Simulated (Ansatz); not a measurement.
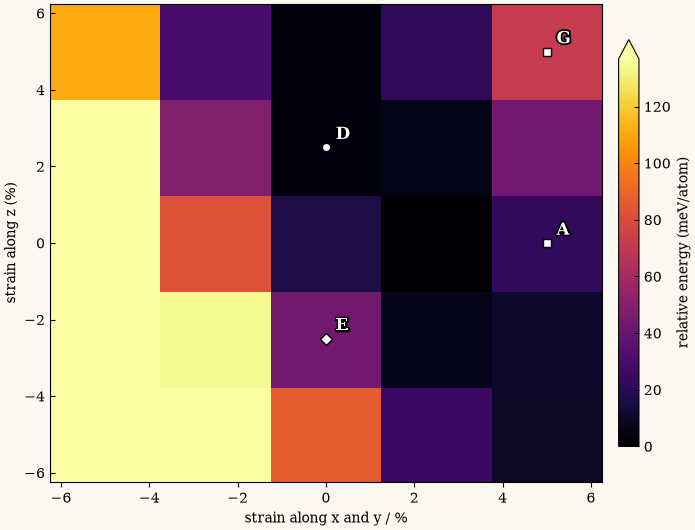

Pd (Fm-3m, No. 225; 1 atom in the cell). 
- The cell is strained homogeneously, by one strain along x and y and another along z, with fractional coordinates fixed (x, y and z along the cube axes).
- Coordinates scanned: (1) strain along x and y; (2) strain along z.
- The scan uses a 5 × 5 grid.
- Points are written as (first, second).
- Energies: meV/atom, counted from the lowest grid point.
- The reference cell is the one listed in the database, not relaxed at this level. The k-mesh is coarse, so small energy differences aren't converged.
- Method: DFT PBE, scalar-relativistic, plane waves, PAW (Ansatz). Settings: cutoff 420 eV, k-mesh 8×8×8 (coarse), gaussian smearing 0.15 eV, no spin polarisation.

Drawn: one coloured cell a grid point, one colour for all values above the top of the scale, lettered points.

Is E the lowest point of the computed grid?

Answer. No. E lies 43 meV/atom above the lowest grid point, which is at (2.5 %, 0.0 %).

Rank the lettered points by energy, lowest first.

Answer. D (3.5 meV/atom), A (22 meV/atom), E (43 meV/atom), G (72 meV/atom).
